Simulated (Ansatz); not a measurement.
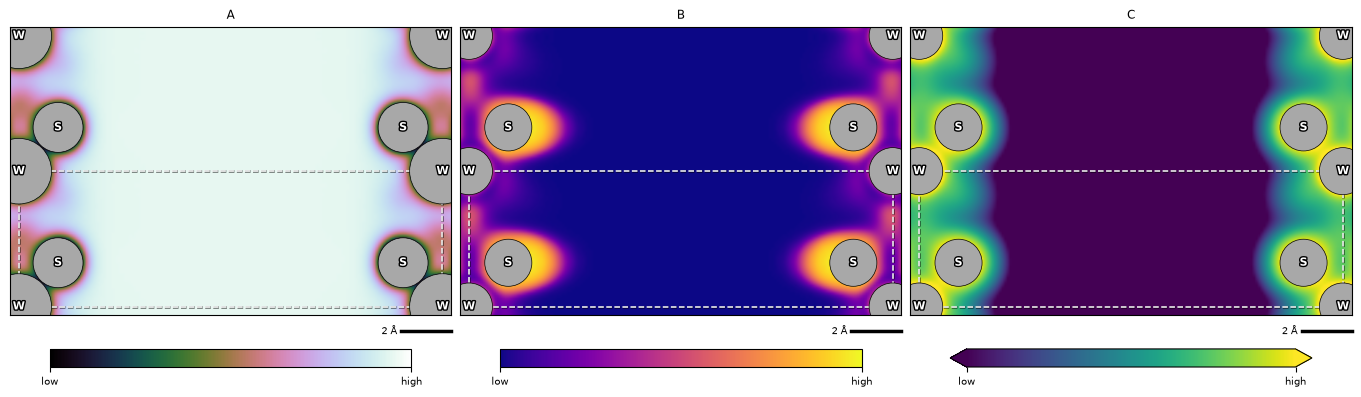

WS$_{2}$: 3 fields on the (010) plane of the conventional cell, with unlabelled colour scales. Grey discs cover the atomic cores.

Space group Amm2; a structure from a database of computed crystals, not necessarily the ambient phase; changed on purpose from its base cell (mode 7 frozen in at -0.040 Å, equal normal strain along x, y and z +0.0000); not relaxed (largest force 1.2 eV/Å); PAW files of the earlier set (soft_1).

These are results of Ansatz 0.2.0, DFT PBEsol+D3(BJ), scalar-relativistic, plane waves, PAW, not measurements.

### The panels show electron localisation function, electrostatic potential energy of an electron and valence pseudo-density in some order. Assign them.

Panel A: electrostatic potential energy of an electron (low next to the atoms, rising into the space between them). Panel B: electron localisation function. Panel C: valence pseudo-density.
